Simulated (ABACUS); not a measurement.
# Band-structure run of WS2 (part 3 of 3)

The same run, continued: WS2 (P-6m2, 3 atoms in the cell); Kohn-Sham DFT of a periodic cell, r2SCAN, SG15 ONCV 1.2 PBE (ABACUS 3.10.1); cutoff 1170.09 eV, 6×6×1 k-mesh, fermi-dirac of 0.05 eV. The structure derives from a Materials Project entry. The run did not end well.

Geometry of the input (Å; fractional positions):
```
3.1835  0.0000  0.0000
-1.5918  2.7570  0.0000
0.0000  0.0000  16.9506
W  0.0000  0.0000  0.0000
S  0.3333  0.6667  0.0920
S  0.3333  0.6667  0.9080
```

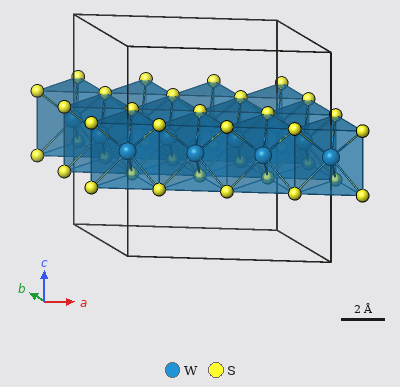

*The structure as given in the input (polyhedral view of the 3 × 2 repeat of the cell, with the vacuum cut short, seen slightly off an axis; polyhedra are completed across the faces of the cell). An atom can appear more than once, as a periodic image.*

What the program printed, continued:
```
----------------------------------------------------------
 E_KohnSham     -108.4657179165      -1475.7518013246
 E_Harris       -1921.2303615293     -26139.6800873978
 E_Fermi        -1.2848038574        -17.4806532724
----------------------------------------------------------

 PW ALGORITHM --------------- ION=   1  ELEC=  23--------------------------------

 Density error is 433.019098485
                          Error Threshold = 0.000200481720523
----------------------------------------------------------
     Energy           Rydberg                 eV
----------------------------------------------------------
 E_KohnSham     120.5834574412       1640.6221057404
 E_Harris       -2405.7824671138     -32732.3497012455
 E_Fermi        -1.6577901873        -22.5553926363
----------------------------------------------------------

 PW ALGORITHM --------------- ION=   1  ELEC=  24--------------------------------

 Density error is 1.67330550517
                          Error Threshold = 0.000200481720523
----------------------------------------------------------
     Energy           Rydberg                 eV
----------------------------------------------------------
 E_KohnSham     -587.5204779755      -7993.6261921508
 E_Harris       -515.7515126849      -7017.1593246345
 E_Fermi        -1.2334635491        -16.7821325431
----------------------------------------------------------

 PW ALGORITHM --------------- ION=   1  ELEC=  25--------------------------------

 Density error is 1987.84485235
                          Error Threshold = 0.000200481720523
----------------------------------------------------------
     Energy           Rydberg                 eV
----------------------------------------------------------
 E_KohnSham     1118.4091742391      15216.7374651260
 E_Harris       -14941.4745763005    -203289.1907598231
 E_Fermi        -2.6031628344        -35.4178473693
----------------------------------------------------------

 PW ALGORITHM --------------- ION=   1  ELEC=  26--------------------------------

 Density error is 3694.74636145
                          Error Threshold = 0.000200481720523
----------------------------------------------------------
     Energy           Rydberg                 eV
----------------------------------------------------------
 E_KohnSham     1082.4713006180      14727.7776098755
 E_Harris       -7611.8317858756     -103564.2845054235
 E_Fermi        -3.4899342954        -47.4829920630
----------------------------------------------------------

 PW ALGORITHM --------------- ION=   1  ELEC=  27--------------------------------

 Density error is 0.284061873966
                          Error Threshold = 0.000200481720523
----------------------------------------------------------
     Energy           Rydberg                 eV
----------------------------------------------------------
 E_KohnSham     -583.9356341355      -7944.8518894858
 E_Harris       -555.5990224992      -7559.3125092188
 E_Fermi        -0.3740953672        -5.0898285896
----------------------------------------------------------

 PW ALGORITHM --------------- ION=   1  ELEC=  28--------------------------------

 Density error is 4132.69383349
                          Error Threshold = 0.000200481720523
----------------------------------------------------------
     Energy           Rydberg                 eV
----------------------------------------------------------
 E_KohnSham     1533.5709686264      20865.3034606976
 E_Harris       -8511.8948709050     -115810.2710212818
 E_Fermi        -72.8679868122       -991.4198224351
----------------------------------------------------------

 PW ALGORITHM --------------- ION=   1  ELEC=  29--------------------------------

 Density error is 3167.58233926
                          Error Threshold = 0.000200481720523
----------------------------------------------------------
     Energy           Rydberg                 eV
----------------------------------------------------------
 E_KohnSham     -140.8661351000      -1916.5820925983
 E_Harris       -7298.8466876489     -99305.9037804507
 E_Fermi        -3.0885875926        -42.0223900319
----------------------------------------------------------

 PW ALGORITHM --------------- ION=   1  ELEC=  30--------------------------------

 Density error is 3946.17189986
                          Error Threshold = 0.000200481720523
----------------------------------------------------------
     Energy           Rydberg                 eV
----------------------------------------------------------
 E_KohnSham     -15489.9842044627    -210752.0471106897
 E_Harris       -34587.7940719633    -470591.0806293236
 E_Fermi        -113.6213454904      -1545.8977130965
----------------------------------------------------------

 PW ALGORITHM --------------- ION=   1  ELEC=  31--------------------------------

 Density error is 3917.16707214
                          Error Threshold = 0.000200481720523
----------------------------------------------------------
     Energy           Rydberg                 eV
----------------------------------------------------------
 E_KohnSham     1821.8143711444      24787.0561458506
 E_Harris       -220948.2000216194   -3006154.4831377468
 E_Fermi        -560.6199807404      -7627.6261507193
----------------------------------------------------------

 PW ALGORITHM --------------- ION=   1  ELEC=  32--------------------------------

 Density error is 4411.56692081
                          Error Threshold = 0.000200481720523
----------------------------------------------------------
     Energy           Rydberg                 eV
----------------------------------------------------------
 E_KohnSham     1713.0212823789      23306.8502356206
 E_Harris       -308713.0267931303   -4200256.2112132385
 E_Fermi        -133.6487819882      -1818.3849657994
----------------------------------------------------------

 PW ALGORITHM --------------- ION=   1  ELEC=  33--------------------------------

 Density error is 4119.82714318
                          Error Threshold = 0.000200481720523
----------------------------------------------------------
     Energy           Rydberg                 eV
----------------------------------------------------------
 E_KohnSham     1220.7825637743      16609.5988863795
 E_Harris       -9979.6744519512     -135780.4367315638
 E_Fermi        -34.4428768399       -468.6193805347
----------------------------------------------------------

 PW ALGORITHM --------------- ION=   1  ELEC=  34--------------------------------

 Density error is 2040.05781997
                          Error Threshold = 0.000200481720523
----------------------------------------------------------
     Energy           Rydberg                 eV
----------------------------------------------------------
 E_KohnSham     968.4669782982       13176.6692296977
 E_Harris       -9046.4781050388     -123083.6490607709
 E_Fermi        -2.4265016013        -33.0142479843
----------------------------------------------------------

 PW ALGORITHM --------------- ION=   1  ELEC=  35--------------------------------

 Density error is 0.237708455873
                          Error Threshold = 0.000200481720523
----------------------------------------------------------
     Energy           Rydberg                 eV
----------------------------------------------------------
 E_KohnSham     -584.1061819348      -7947.1723113377
 E_Harris       -554.8217710969      -7548.7374613701
 E_Fermi        -0.3243960843        -4.4136351549
----------------------------------------------------------

 PW ALGORITHM --------------- ION=   1  ELEC=  36--------------------------------

 Density error is 0.195585846881
                          Error Threshold = 0.000200481720523
----------------------------------------------------------
     Energy           Rydberg                 eV
----------------------------------------------------------
 E_KohnSham     -584.0866440841      -7946.9064852423
 E_Harris       -558.5763851508      -7599.8216062941
 E_Fermi        -0.2868329592        -3.9025626191
----------------------------------------------------------

 PW ALGORITHM --------------- ION=   1  ELEC=  37--------------------------------

 Density error is 15.2518861848
                          Error Threshold = 0.000200481720523
----------------------------------------------------------
     Energy           Rydberg                 eV
----------------------------------------------------------
 E_KohnSham     -524.2558717954      -7132.8670663755
 E_Harris       -818.0964446136      -11130.7731602862
 E_Fermi        -0.4277105179        -5.8193001383
----------------------------------------------------------

 PW ALGORITHM --------------- ION=   1  ELEC=  38--------------------------------

 Density error is 1355.31397295
                          Error Threshold = 0.000200481720523
----------------------------------------------------------
     Energy           Rydberg                 eV
----------------------------------------------------------
 E_KohnSham     597.5612177790       8130.2374656136
 E_Harris       -13999.4987643914    -190472.9523396826
 E_Fermi        -2.3507220125        -31.9832137837
----------------------------------------------------------

 PW ALGORITHM --------------- ION=   1  ELEC=  39--------------------------------

 Density error is 1391.06712416
                          Error Threshold = 0.000200481720523
----------------------------------------------------------
     Energy           Rydberg                 eV
----------------------------------------------------------
 E_KohnSham     775.9039433934       10556.7147308192
 E_Harris       -11122.3072998796    -151326.7541853575
 E_Fermi        -2.3441091946        -31.8932417807
----------------------------------------------------------

 PW ALGORITHM --------------- ION=   1  ELEC=  40--------------------------------

 Density error is 117.309533941
                          Error Threshold = 0.000200481720523
----------------------------------------------------------
     Energy           Rydberg                 eV
----------------------------------------------------------
 E_KohnSham     -458.2082482004      -6234.2430461243
 E_Harris       -1161.0831841844     -15797.3471568912
 E_Fermi        -0.5657628409        -7.6975983527
----------------------------------------------------------

 PW ALGORITHM --------------- ION=   1  ELEC=  41--------------------------------

 Density error is 1512.78558472
                          Error Threshold = 0.000200481720523
----------------------------------------------------------
     Energy           Rydberg                 eV
----------------------------------------------------------
 E_KohnSham     516.2215495803       7023.5545046822
 E_Harris       -6840.5925079206     -93071.0358038298
 E_Fermi        -2.3316456316        -31.7236663065
----------------------------------------------------------

 PW ALGORITHM --------------- ION=   1  ELEC=  42--------------------------------

 Density error is 1279.41548208
                          Error Threshold = 0.000200481720523
----------------------------------------------------------
     Energy           Rydberg                 eV
----------------------------------------------------------
 E_KohnSham     278.3422049370       3787.0399810265
 E_Harris       -3430.3448855034     -46672.2365480033
 E_Fermi        -2.3218196182        -31.5899765356
----------------------------------------------------------

 PW ALGORITHM --------------- ION=   1  ELEC=  43--------------------------------

 Density error is 381.975147155
                          Error Threshold = 0.000200481720523
----------------------------------------------------------
     Energy           Rydberg                 eV
----------------------------------------------------------
 E_KohnSham     -35.2650399123       -479.8054830044
 E_Harris       -2104.4072509474     -28631.9295254006
 E_Fermi        -0.7199707374        -9.7957044224
----------------------------------------------------------

 PW ALGORITHM --------------- ION=   1  ELEC=  44--------------------------------

 Density error is 0.160643779001
                          Error Threshold = 0.000200481720523
----------------------------------------------------------
     Energy           Rydberg                 eV
----------------------------------------------------------
 E_KohnSham     -584.5115579423      -7952.6877348718
 E_Harris       -561.9806815219      -7646.1394346206
 E_Fermi        -0.2446048410        -3.3280195957
----------------------------------------------------------

 PW ALGORITHM --------------- ION=   1  ELEC=  45--------------------------------

 Density error is 1219.05345502
                          Error Threshold = 0.000200481720523
----------------------------------------------------------
     Energy           Rydberg                 eV
----------------------------------------------------------
 E_KohnSham     483.6346373831       6580.1868185742
 E_Harris       -3647.1105083534     -49621.4841492834
 E_Fermi        -2.2915371292        -31.1779621364
----------------------------------------------------------

 PW ALGORITHM --------------- ION=   1  ELEC=  46--------------------------------

 Density error is 0.14631811185
                          Error Threshold = 0.000200481720523
----------------------------------------------------------
     Energy           Rydberg                 eV
----------------------------------------------------------
 E_KohnSham     -583.9651809831      -7945.2538949719
 E_Harris       -561.2601321137      -7636.3358569786
 E_Fermi        -0.2206748747        -3.0024357013
----------------------------------------------------------

 PW ALGORITHM --------------- ION=   1  ELEC=  47--------------------------------

 Density error is 0.128303921404
                          Error Threshold = 0.000200481720523
----------------------------------------------------------
     Energy           Rydberg                 eV
----------------------------------------------------------
 E_KohnSham     -584.3076418234      -7949.9133137411
 E_Harris       -564.1339407478      -7675.4360293644
 E_Fermi        -0.1976506372        -2.6891748789
----------------------------------------------------------

 PW ALGORITHM --------------- ION=   1  ELEC=  48--------------------------------

 Density error is 1410.61218549
                          Error Threshold = 0.000200481720523
----------------------------------------------------------
     Energy           Rydberg                 eV
----------------------------------------------------------
 E_KohnSham     758.7523006183       10323.3546590181
 E_Harris       -11554.9363486605    -157212.9743690972
 E_Fermi        -2.2403816750        -30.4819564743
----------------------------------------------------------

 PW ALGORITHM --------------- ION=   1  ELEC=  49--------------------------------

 Density error is 0.130590444771
                          Error Threshold = 0.000200481720523
----------------------------------------------------------
     Energy           Rydberg                 eV
----------------------------------------------------------
 E_KohnSham     -587.6109563128      -7994.8572130827
 E_Harris       -567.1783101316      -7716.8567998003
 E_Fermi        -0.2023092074        -2.7525579785
----------------------------------------------------------
```
